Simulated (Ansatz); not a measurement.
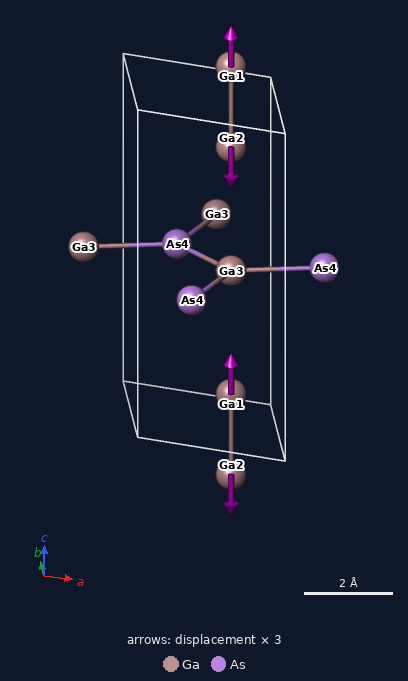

A relaxation of crystalline Ga$_{3}$As (a generated structure, set up in P-6m2) (coarse preliminary run). The starting structure is drawn; purple arrows show the displacements (the part carried along by the change of the cell is left out), magnified 3 times.

The picture is a ball-and-stick view of the cell of the calculation, seen from a free direction.

Method: DFT PBE, scalar-relativistic, plane waves, PAW (Ansatz 0.2.0). Set-up: plane-wave cutoff 420 eV; k-point mesh 6 × 6 × 2; occupations gaussian; smearing width 0.1 eV; no spin polarisation; cell and atoms relaxed; force threshold 0.04 eV/Å; at most 70 steps.

Atoms of which element are displaced furthest, and by how much?

Answer. Gallium: up to 0.34 Å, against 0.00 Å for arsenic.

Describe the change and its energy.

Answer. The largest moves relative to the cell, 0.34 Å, are those of Ga1 and Ga2. Ga2 goes along −c. As stays in place. The volume changes by +26.2 %, with a = b 3.698 → 4.175 Å (+12.9 %), c 7.946 → 7.871 Å (−0.9 %). Among the contacts that change: Ga1–Ga2 1.952 → 2.605 Å, Ga1–Ga3 2.997 → 2.633 Å, Ga3–As4 2.135 → 2.410 Å. The space group stays P-6m2 (No. 187). The energy falls by 710 meV per atom in 6 accepted moves (8 points after the start). Largest force component: 8.5 eV/Å at the start, 0.012 eV/Å at the end. Pressure: 20.91 GPa at the start and 0.02 GPa at the end. At 2 points the geometry stayed and the basis and grid were re-selected for the new cell (energy shift of 5.5 meV per atom at most each time).

Limits of the set-up: the k-point mesh is coarse for a cell with partly filled bands.
